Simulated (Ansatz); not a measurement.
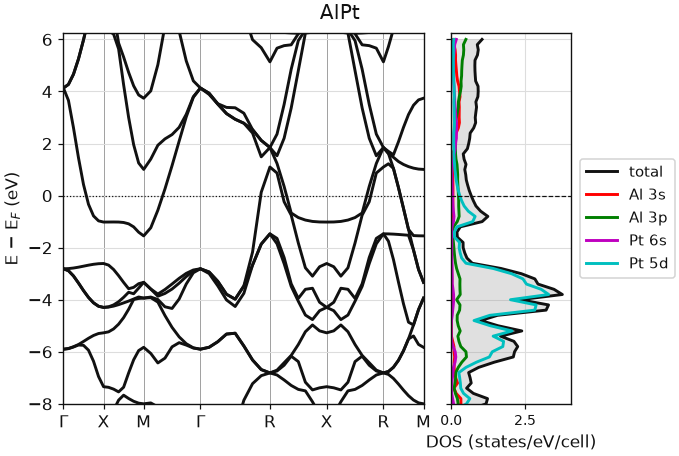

Band structure and density of states. Energies are counted from the Fermi level. The path runs straight from each named point to the next. The partial curves are projected on Löwdin-orthogonalised atomic shells.

Q: Which Bravais lattice do the labels of the path belong to?

A: A simple cubic lattice: the path Γ–X–M–Γ–R–X–R–M runs through the special points of its Brillouin zone.

System: AlPt, space group Pm-3m (No. 221), 2 atoms in the cell.

```xyz
2
Lattice="3.0915 0.0000 0.0000 0.0000 3.0915 0.0000 0.0000 0.0000 3.0915" Properties=species:S:1:pos:R:3 pbc="T T T"
Al    0.0000    0.0000    0.0000
Pt    1.5458    1.5458    1.5458
```

Ansatz 0.2.0; DFT, r2SCAN, PAW with Ansatz's default frozen-core files, scalar-relativistic, no spin polarisation, 11×11×11 k mesh, 500 eV cutoff, Fermi-Dirac smearing of 0.03 eV.

Q: Is there a gap at the Fermi level?

A: A metal: 2 bands cross the Fermi level along this path.

Q: Which states dominate at the Fermi level?

A: By projected weight, the states within 0.3 eV of the Fermi level are Pt 5d (45 %) and Al 3p (40 %).

Spin-orbit coupling is left out, which matters for Pt.
